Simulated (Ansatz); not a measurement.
## Electronic structure of Mg3Zn2O5 in real space

Input

```
crystal:
  lattice:
    - [-1.5183504157, 2.1411430376, 7.5655398886]
    - [1.5183504157, -2.1411430376, 7.5655398886]
    - [1.5183504157, 2.1411430376, -7.5655398886]
  atoms:
    - { symbol: Mg, position: [0.4004613827, 0.4004613827, 0.0] }
    - { symbol: Mg, position: [0.5995386173, 0.5995386173, 0.0] }
    - { symbol: Mg, position: [0.0, 0.0, 0.0] }
    - { symbol: Zn, position: [0.8003863782, 0.8003863782, 0.0] }
    - { symbol: Zn, position: [0.1996136218, 0.1996136218, 0.0] }
    - { symbol: O, position: [0.0975215885, 0.5975215885, 0.5] }
    - { symbol: O, position: [0.3024340028, 0.8024340028, 0.5] }
    - { symbol: O, position: [0.5, 0.0, 0.5] }
    - { symbol: O, position: [0.6975659972, 0.1975659972, 0.5] }
    - { symbol: O, position: [0.9024784115, 0.4024784115, 0.5] }
basis:
  ecutwfc: 420
kpoints:
  mp_grid: { grid: [10, 10, 10] }
hamiltonian:
  xc: pbe
scf:
  occupations: { method: gaussian, width: 0.02 }
output:
  forces: true
  stress: true
  eigenvalues: true
  write_density: true
  write_potential: true
  elf: true
  volumetric_format: npy
relax:
  adjacent_minimum: "off"
  f_tol: 0.01
  max_steps: 80
  cell: { stress_tol: 0.05 }
```

Command:

```sh
ansatz run input.yaml --threads 4 --pin off --max-ram 8192MiB --backend cpu --events-out ev --progress --plain --runs-dir out
```

Below, planes, directions and counts refer to the conventional cell (a = 3.04 Å, b = 4.28 Å, c = 15.14 Å, α = 90.00°, β = 90.00°, γ = 90.00°).

Space group Immm; a structure generated by program, which may or may not match a known phase.

All numbers below come from DFT PBE, scalar-relativistic, plane waves, PAW (Ansatz).

In a PAW calculation such maps are meaningful between the atoms, not at the nuclei.

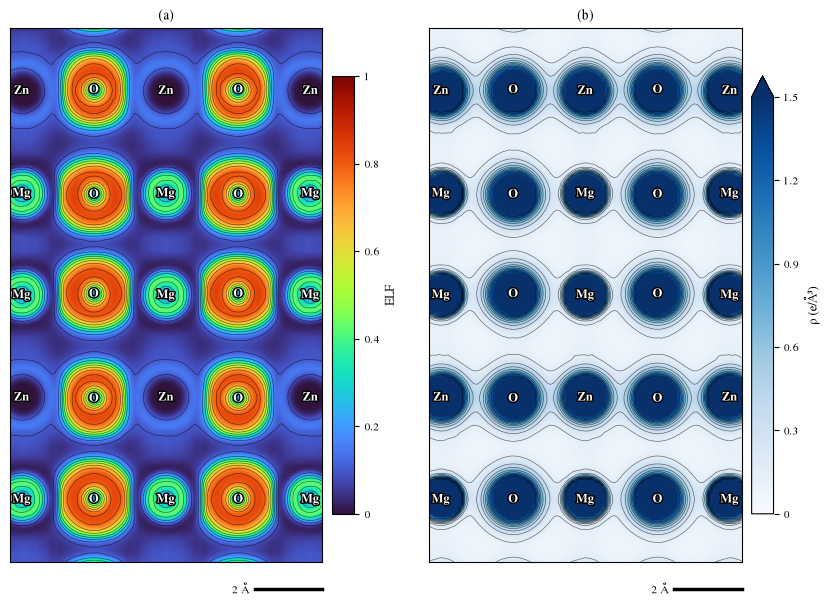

Figure 1. (a) ELF; (b) valence electron density on the (100) plane of the conventional cell.

Q: What do the fields say about this system?

A: The plane passes through Mg, Zn and O nuclei. Mg–O (2.14 Å): ρ at the midpoint is about 0.31 e/Å³; the ELF peaks at about 0.85 in the valence shell of O, 0.6 Å from its nucleus, and is about 0.35 at the midpoint; a largely ionic contact. Zn–O (2.14 Å): ρ at the midpoint is about 0.41 e/Å³; the ELF peaks at about 0.80 in the valence shell of O, 0.6 Å from its nucleus, and is about 0.20 at the midpoint; no localised pair shows between them. Between the atoms the lowest density in this plane is 0.06 e/Å³.

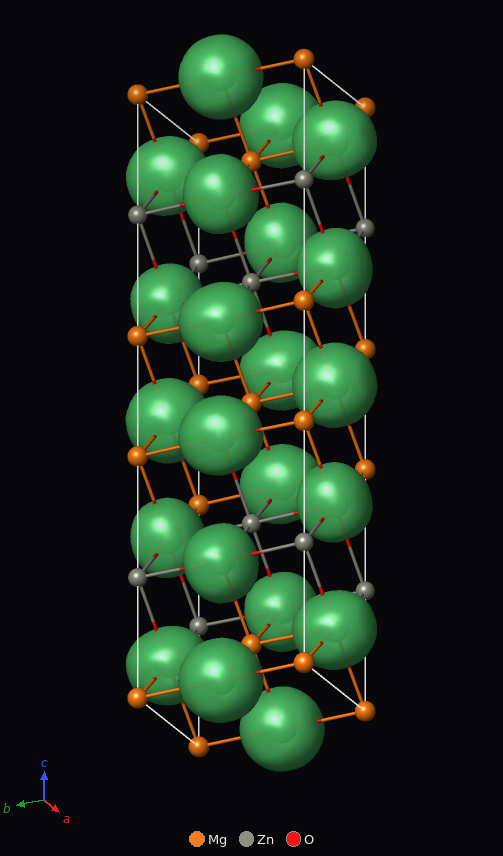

Figure 2. Isosurface of the ELF at 0.65 (green), seen at an oblique angle. Core shells and regions of very low density are left out. Sticks mark near contacts.

Q: Where are the electrons localised?

A: The ELF exceeds this value in ten regions wrapped around O (the valence shell of each), counted in one cell of 20 atoms. Any copies at cell faces, edges or corners count once. Profiles from the grid: Mg–O (2.12 Å): the ELF peaks at about 0.85 in the valence shell of O, 0.6 Å from its nucleus, and is about 0.30 at the midpoint: a largely ionic contact.

Q: Does the calculation make it a metal, or give it a gap?

A: It is gapped, with a Kohn–Sham gap of 2.5 eV on the k-point mesh, an upper bound to the gap of this method.
